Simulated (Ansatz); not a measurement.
**Si: density, localisation and related maps**

```yaml
crystal:
  lattice:
    - [4.80240, 0.00000, 0.00000]
    - [0.00000, 4.80240, 0.00000]
    - [0.00000, 0.00000, 2.64474]
  atoms:
    - { symbol: Si, position: [0.50000, 0.00000, 0.25000] }
    - { symbol: Si, position: [0.00000, 0.50000, 0.75000] }
    - { symbol: Si, position: [0.00000, 0.00000, 0.50000] }
    - { symbol: Si, position: [0.50000, 0.50000, 0.00000] }
```

Space group I4₁/amd; a structure from a database of computed crystals, not necessarily the ambient phase.

All numbers below come from Ansatz 0.2.0, DFT r2SCAN, scalar-relativistic, plane waves, PAW.

Core electrons are frozen (PAW), and the valence fields are smoothed inside the atomic spheres.

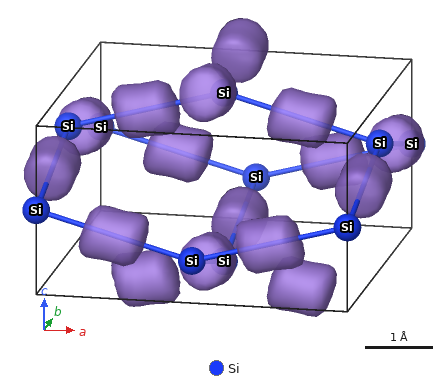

Figure 1. Isosurface of the electron localisation function at 0.8 (purple), seen slightly off an axis. Only the valence region is drawn (cores and ρ < 0.01 e/Å³ removed). Sticks mark near contacts.

### Describe the localisation domains.

The surface consists of eight regions between bonded Si–Si atoms, counted in one cell of 4 atoms. Regions shared between cells count once. Along the contacts the grid gives the following. Si–Si (2.49 Å): the ELF peaks at about 0.90 between the atoms.

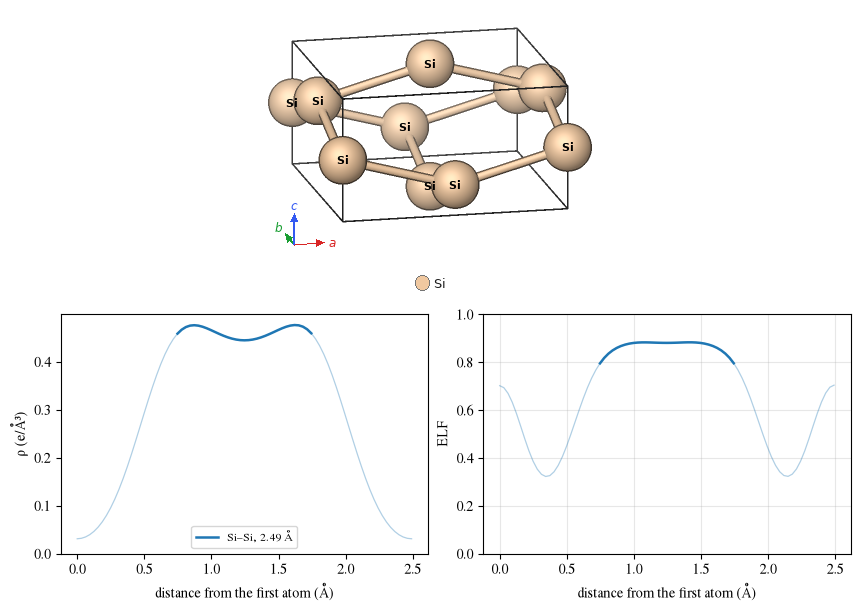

Figure 2. Valence pseudo-density and ELF along straight lines between neighbouring atoms. Thin, pale parts lie inside the atomic spheres. The structure is drawn too.

### What can be read from the curves?

Si–Si (2.49 Å): the density is about 0.44 e/Å³ at the midpoint; the ELF peaks at about 0.90 between the atoms.

### Does the calculation make it a metal, or give it a gap?

It is metallic or semimetallic at this level of theory: no gap opens.
